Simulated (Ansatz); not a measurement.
TiAl$_{2}$: single-point calculation (part 2 of 2)

TiAl$_{2}$ (slab, 24 atoms in the cell); DFT LDA, scalar-relativistic, plane waves, PAW, no spin polarisation (Ansatz 0.2.0); cutoff 420 eV, 9×5×1 k-mesh, Gaussian smearing of 0.1 eV. The structure derives from an entry of the Crystallography Open Database. It belongs to a series of runs on one base structure; here: functional: lda.

Geometry of the input (Å; fractional positions):
```
3.9333  0.0000  0.0000
-1.9666  7.2777  0.0000
0.0000  0.0000  27.7524
Al 0.5758  0.1516  0.2702
Ti 0.7603  0.5207  0.2929
Al 0.9553  0.9107  0.3119
Al 0.1516  0.3033  0.3305
Al 0.3479  0.6958  0.3491
Ti 0.5429  0.0859  0.3681
Al 0.7274  0.4549  0.3908
Ti 0.9120  0.8239  0.4134
Al 0.1070  0.2139  0.4325
Al 0.3033  0.6065  0.4511
Al 0.4995  0.9991  0.4696
Ti 0.6946  0.3891  0.4887
Al 0.8791  0.7582  0.5113
Ti 0.0636  0.1272  0.5340
Al 0.2586  0.5172  0.5530
Al 0.4549  0.9098  0.5716
Al 0.6512  0.3024  0.5902
Ti 0.8462  0.6924  0.6092
Al 0.0307  0.0614  0.6319
Ti 0.2152  0.4305  0.6545
Al 0.4102  0.8205  0.6736
Al 0.6065  0.2130  0.6921
Al 0.8028  0.6056  0.7107
Ti 0.9978  0.9956  0.7298
```

## Output, continued
```
--- Stress (GPa, compression-positive) ---
       -3.524084       0.003790      -0.000115
        0.003790      -4.025436      -0.182056
       -0.000115      -0.182056      -2.768242
  P = ⅓ Tr σ = -3.4393 GPa (-34.393 kbar)
--- Band table (eV; the first three rows and the last of 23) ---
  k-point 0: bands = ["-53.8370", "-53.7212", "-53.3849", "-53.3416", "-53.3272", "-53.2948", "-53.2742", "-53.2657", "-30.6380", "-30.5100", "-30.3115", "-30.3022", "-30.2787", "-30.1096", "-30.0576", "-30.0164", "-29.9956", "-29.9803", "-29.9711", "-29.9701", "-29.9378", "-29.9354", "-29.9344", "-29.9103", "-29.9044", "-29.8984", "-29.8773", "-29.8361", "-29.8280", "-29.8039", "-29.7912", "-29.7670", "-6.9254", "-6.3610", "-5.5413", "-4.4238", "-4.1412", "-4.0823", "-3.6816", "-3.4926", "-2.9265", "-2.5724", "-1.9814", "-1.6632", "-1.5076", "-0.9041", "-0.4978", "-0.0170", "0.4478", "0.8239", "0.8770", "1.0009", "1.0134", "1.1099", "1.2017", "1.2357", "1.2803", "1.4868", "1.6398", "1.8698", "1.9565", "2.0074", "2.0600", "2.1767", "2.2985", "2.3634", "2.5456", "2.5477", "2.6211", "2.7967", "2.9296", "2.9667", "3.0284", "3.0567", "3.1044", "3.1709", "3.2992", "3.3412", "3.4592", "3.5016", "3.5893", "3.6478", "3.7767", "3.7885", "3.8442", "4.0002", "4.0447", "4.0985", "4.1919", "4.2447", "4.3363", "4.4331", "4.7244", "4.8143", "5.0440", "5.1075"]
  k-point 1: bands = ["-53.8370", "-53.7212", "-53.3849", "-53.3416", "-53.3272", "-53.2948", "-53.2742", "-53.2657", "-30.6380", "-30.5100", "-30.3115", "-30.3022", "-30.2787", "-30.1096", "-30.0576", "-30.0164", "-29.9957", "-29.9802", "-29.9711", "-29.9701", "-29.9380", "-29.9349", "-29.9344", "-29.9105", "-29.9044", "-29.8984", "-29.8773", "-29.8362", "-29.8280", "-29.8039", "-29.7913", "-29.7670", "-6.8211", "-6.2751", "-5.5405", "-4.8494", "-4.5336", "-4.1418", "-3.5435", "-3.3183", "-2.8821", "-2.4522", "-1.9485", "-1.2616", "-1.1865", "-0.9199", "-0.4513", "0.1144", "0.2393", "0.5337", "0.8863", "0.9451", "1.0578", "1.1077", "1.2091", "1.2905", "1.3527", "1.4699", "1.6186", "1.8178", "1.9365", "1.9524", "2.1112", "2.1302", "2.2430", "2.2948", "2.4453", "2.4460", "2.7017", "2.8073", "2.8225", "3.0365", "3.1054", "3.1476", "3.1752", "3.1964", "3.2392", "3.3780", "3.3993", "3.4259", "3.5674", "3.6444", "3.7381", "3.7888", "3.9325", "3.9479", "4.0598", "4.0605", "4.1836", "4.2866", "4.3453", "4.4750", "4.5010", "4.6633", "4.8425", "4.9951"]
  k-point 2: bands = ["-53.8370", "-53.7212", "-53.3849", "-53.3416", "-53.3271", "-53.2948", "-53.2742", "-53.2657", "-30.6380", "-30.5100", "-30.3115", "-30.3021", "-30.2787", "-30.1096", "-30.0577", "-30.0163", "-29.9959", "-29.9800", "-29.9711", "-29.9700", "-29.9382", "-29.9344", "-29.9341", "-29.9108", "-29.9044", "-29.8984", "-29.8773", "-29.8363", "-29.8280", "-29.8039", "-29.7915", "-29.7669", "-6.5387", "-6.1542", "-5.7294", "-5.1946", "-4.8275", "-4.2992", "-3.7801", "-3.3600", "-2.6146", "-2.0935", "-1.6309", "-1.0048", "-0.7826", "-0.6687", "-0.2217", "0.0552", "0.2107", "0.4047", "0.6027", "0.8688", "0.9602", "1.1550", "1.2037", "1.2419", "1.3741", "1.3973", "1.4632", "1.6243", "1.8378", "1.9599", "2.0704", "2.1702", "2.1955", "2.2797", "2.2997", "2.4402", "2.6657", "2.7240", "2.8853", "2.9688", "3.1065", "3.1281", "3.2192", "3.2990", "3.3178", "3.3846", "3.4602", "3.4813", "3.5667", "3.6970", "3.7033", "3.7417", "3.8775", "3.8970", "4.0124", "4.0348", "4.2249", "4.2983", "4.3586", "4.4337", "4.5294", "4.5304", "4.6725", "4.7535"]
  k-point 22: bands = ["-53.8363", "-53.7205", "-53.3794", "-53.3456", "-53.3226", "-53.2847", "-53.2772", "-53.2742", "-30.6366", "-30.5086", "-30.3275", "-30.3007", "-30.2946", "-30.1081", "-30.0487", "-30.0217", "-30.0073", "-29.9903", "-29.9899", "-29.9696", "-29.9589", "-29.9449", "-29.9438", "-29.9269", "-29.9244", "-29.9147", "-29.8649", "-29.8361", "-29.8085", "-29.7982", "-29.7824", "-29.7737", "-5.0959", "-4.6032", "-3.9274", "-3.5832", "-3.3758", "-3.0177", "-2.8421", "-2.6697", "-2.5022", "-2.4422", "-2.2607", "-1.9991", "-1.9195", "-1.7096", "-1.5346", "-1.4164", "-0.7252", "-0.6216", "-0.3333", "-0.0297", "0.1519", "0.3174", "0.3836", "0.6953", "0.7742", "1.0029", "1.1408", "1.2954", "1.3583", "1.5710", "1.6643", "1.7255", "1.7517", "1.9039", "2.0996", "2.1153", "2.2195", "2.3106", "2.3725", "2.5168", "2.6349", "2.7554", "2.9300", "3.1128", "3.1725", "3.2940", "3.5791", "3.6646", "3.8113", "3.8520", "3.9512", "4.0402", "4.1499", "4.1813", "4.2094", "4.2268", "4.2386", "4.2941", "4.3199", "4.3430", "4.4001", "4.4296", "4.5776", "4.6148"]
```

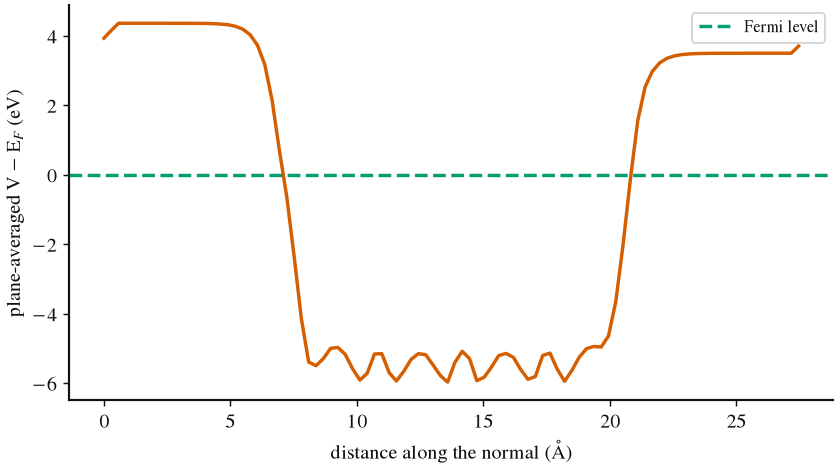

Figure 1. Plane average of the electrostatic potential energy of an electron across the cell, from the Fermi level. The vacuum level lies 3.50 eV above the Fermi level on the upper side and 4.36 eV on the lower.

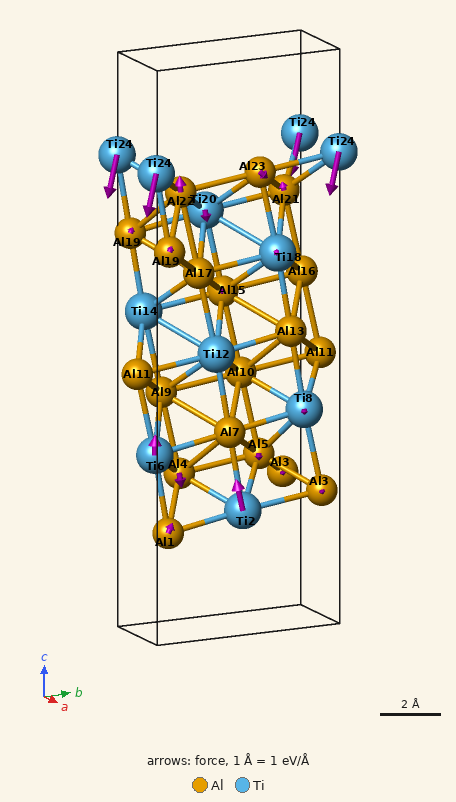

Figure 2. Forces on the atoms as pink arrows (ball-and-stick view of the cell of the calculation, with the vacuum cut short, seen slightly off an axis; atoms are numbered from 1 in the order of the input); the smallest are left out. The largest act on Ti24 (1.54 eV/Å); Ti2 (1.14 eV/Å); Ti6 (0.72 eV/Å); Al22 (0.57 eV/Å), among others. The geometry is not a stationary point of this energy.

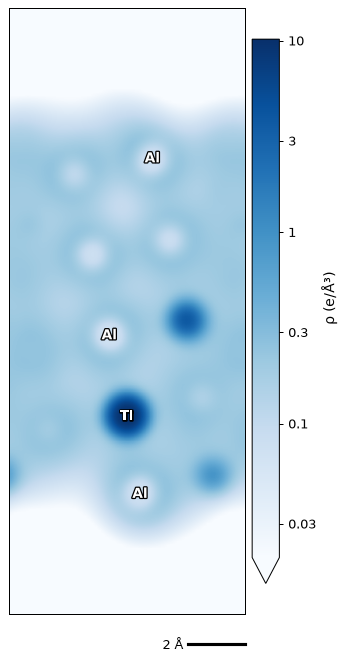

Figure 3. Valence pseudo-density on the (100) plane of the calculation cell, a cut from vacuum to vacuum. Ti–Al (2.76 Å): ρ is about 0.22 e/Å³ halfway. Ti–Al (2.89 Å): the density is about 0.2 e/Å³ at the midpoint. The density dies away to nearly zero in the vacuum. The fields are those of the smooth PAW valence density.

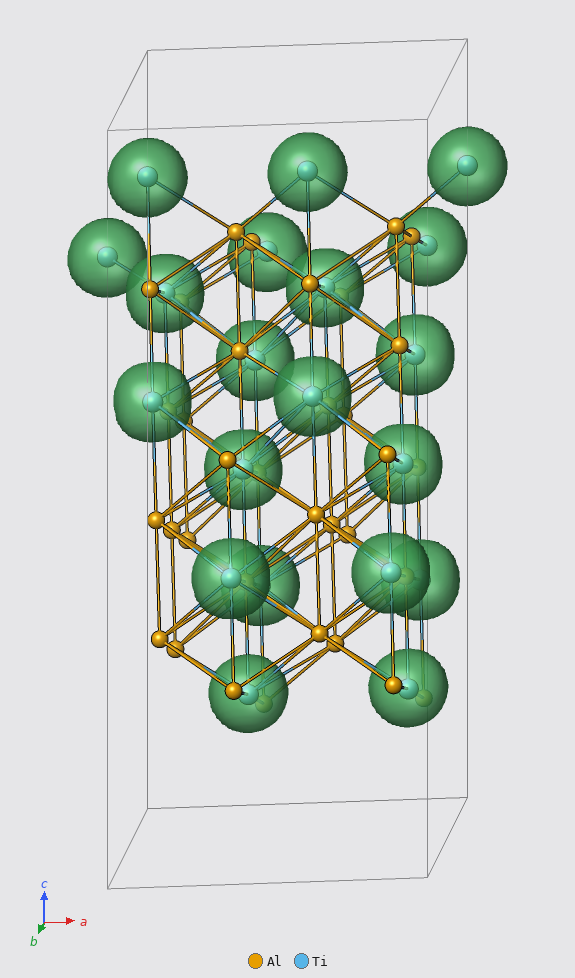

Figure 4. Isosurface of the valence charge density (pseudo) at 0.4 e/Å³ (green), seen at an oblique angle. Sticks mark near contacts. At this value the density breaks into separate islands; it holds about 50 % of the electrons treated as valence (semicore included). It is pinched off along the Al–Al (2.72 Å), Ti–Al (2.73 Å), Ti–Ti (3.01 Å) and Al–Al (2.81 Å) contacts. On the grid the lowest density along these lines, outside the cores, is 0.24 e/Å³ (Al–Al, 2.72 Å), 0.23 e/Å³ (Ti–Al, 2.73 Å), 0.18 e/Å³ (Ti–Ti, 3.01 Å) and 0.22 e/Å³ (Al–Al, 2.81 Å).

## Results in brief

```json
{"quantity": "outcome", "value": "converged"}
{"quantity": "electrons treated", "value": "144"}
{"quantity": "free energy", "value": "−27810.2770 eV"}
{"quantity": "work function, top face", "value": "3.50 eV"}
{"quantity": "work function, bottom face", "value": "4.36 eV"}
{"quantity": "Fermi energy", "value": "2.837 eV"}
{"quantity": "gap on the k-point mesh", "value": "none (metallic)"}
{"quantity": "work function (upper face)", "value": "3.50 eV"}
{"quantity": "largest force (length of the vector)", "value": "1.540 eV/Å"}
{"quantity": "wall time", "value": "55 s (CPU time 1.8 min)"}
{"quantity": "peak memory", "value": "2 GiB"}
```

## Remarks

The program warns: the k-point mesh lowers the symmetry that the run can use; the exchange-correlation potential is rough where the density is thin.
